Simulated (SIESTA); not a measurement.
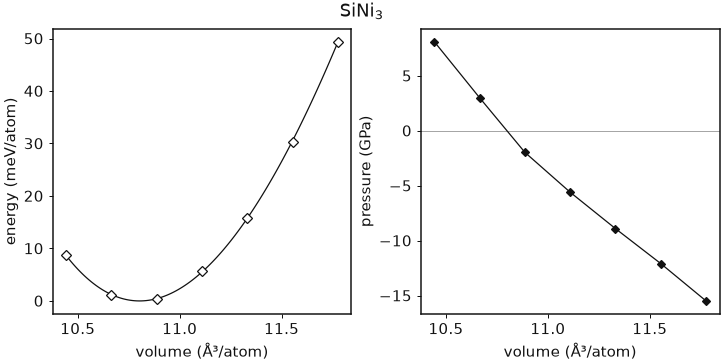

The picture above shows the energy and pressure against volume for SiNi₃, space group Pm-3m (No. 221).

The given structure:
```
CELL_PARAMETERS angstrom
3.54200 0.00000 0.00000
0.00000 3.54200 0.00000
0.00000 0.00000 3.54200
ATOMIC_POSITIONS crystal
Ni 0.50000 0.50000 0.00000
Ni 0.50000 0.00000 0.50000
Ni 0.00000 0.50000 0.50000
Si 0.00000 0.00000 0.00000
```

Calculation (SIESTA 5.4.2): DFT in numerical atomic orbitals with pseudopotentials, collinear spins; energies at scaled volumes of the given cell, shape and fractions fixed, counted from the fit's minimum, third-order Birch-Murnaghan fit. Level: PBE, collinear spin.

| setting | value |
| --- | --- |
| k mesh | 8×8×8 |
| occupations | Fermi–Dirac |
| smearing width | 0.05 eV |
| potentials | PseudoDojo 0.4 standard, converted to PSML, two zetas on semicore shells |
| program settings | basis DZP, mesh cutoff 800 Ry |

Q: How stiff is the solid, and where is its volume at rest?

A: A third-order Birch–Murnaghan fit gives V0 = 10.80 Å³/atom, B0 = 215 GPa and B′ = 5.2.

Q: Read off the course of the pressure.

A: It falls from 8.10 GPa at volume 10.44 Å³/atom to −15.49 GPa at 11.78 Å³/atom, and changes sign near 10.80 Å³/atom.

Limits of the calculation: mulliken charges of long orbitals; short basis over semicore shells.
